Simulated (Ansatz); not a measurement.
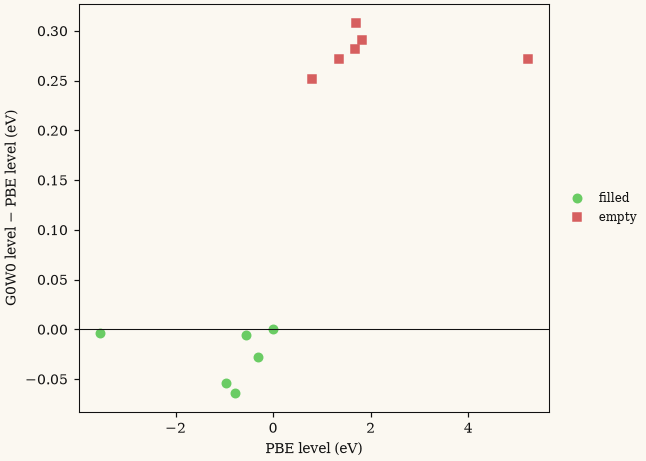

Change of each level from PBE to G0W0 against its PBE energy, both sets counted from their own valence top.

System: rocksalt PbTe, space group Fm-3m, 2 atoms in the primitive cell, relaxed with r2SCAN; cubic a = 6.536 Å. Starting point: PBE, Ansatz PAW set, no spin polarisation, no spin-orbit coupling, 4×4×4 k mesh, 420 eV cutoff, fixed occupations (Ansatz 0.2.0). Many-body step: G0W0 with empty bands 291, screening cutoff 150 eV and frequency treatment contour deformation.

> What does G0W0 do to the gap?

Over the k points that were corrected, the smallest gap goes from 0.80 eV in PBE (direct at L) to 1.05 eV in G0W0 (direct at L), a change of +0.25 eV (+32 %).

> Is the correction a rigid shift of the empty levels?

Counted from the valence top, the lowest empty level moves by +0.25 eV at L, +0.31 eV at W and +0.29 eV at (0.00, 0.25, −0.25): a spread of 0.06 eV on a mean of 0.28 eV, so one scissor shift describes this level only roughly.

> What are the quasiparticle weights at the band edges?

The quasiparticle weight (renormalisation factor) lies between 0.74 and 0.77 for the top filled and first empty levels.

```csv
k point,PBE direct gap (eV),G0W0 direct gap (eV)
L,0.80,1.05
W,2.01,2.35
"(0.00, 0.25, −0.25)",2.24,2.53
```

The GW screening of so narrow a gap isn't settled on this k mesh. Spin-orbit coupling is left out, which matters for Pb and Te. The k mesh is thin for GW. Bands, cutoffs and mesh are finite, so these values aren't at the basis limit.
